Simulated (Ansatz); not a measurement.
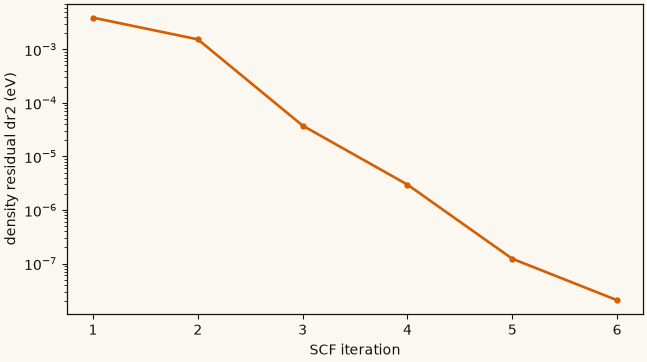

The plot shows the SCF iterations of a calculation: density residual dr2. The starting density is a sum of atomic densities corrected by a trained network.

C (4 atoms in the cell), run with Ansatz.

```
crystal:
  lattice:
    - [2.5303161813, 0.0, 0.0]
    - [-1.2651580907, 2.1913180926, 0.0]
    - [0.0, 0.0, 7.0576618]
  atoms:
    - { symbol: C, position: [0.0, 0.0, -0.0147275405] }
    - { symbol: C, position: [0.0, 0.0, 0.4852724595] }
    - { symbol: C, position: [0.3333333333, 0.6666666667, 0.0197275405] }
    - { symbol: C, position: [0.6666666667, 0.3333333333, 0.5197275405] }
basis:
  ecutwfc: 420
kpoints:
  mp_grid: { grid: [21, 21, 6] }
hamiltonian:
  xc: pbe
scf:
  occupations: { method: fermi_dirac, width: 1.0 }
  max_iter: 100
output:
  forces: true
  eigenvalues: true
  stress: true
```

Command:
```bash
ansatz run input.yaml --threads 1 --pin off --max-ram 1331MiB --backend cpu --events-out ev --progress --plain --runs-dir out
```

Question: Did the calculation converge?

Answer: Converged, in 6 iterations. The residual falls at every step.

Question: Read the residual at the first and at the last step drawn.

Answer: It starts near 4 × 10⁻³ and ends near 2 × 10⁻⁸ eV.

Question: Is anything amiss with this input?

Answer: The input holds a fault (a smearing of electronvolts). The SCF closed all the same, which doesn't make the results meaningful for the real system.
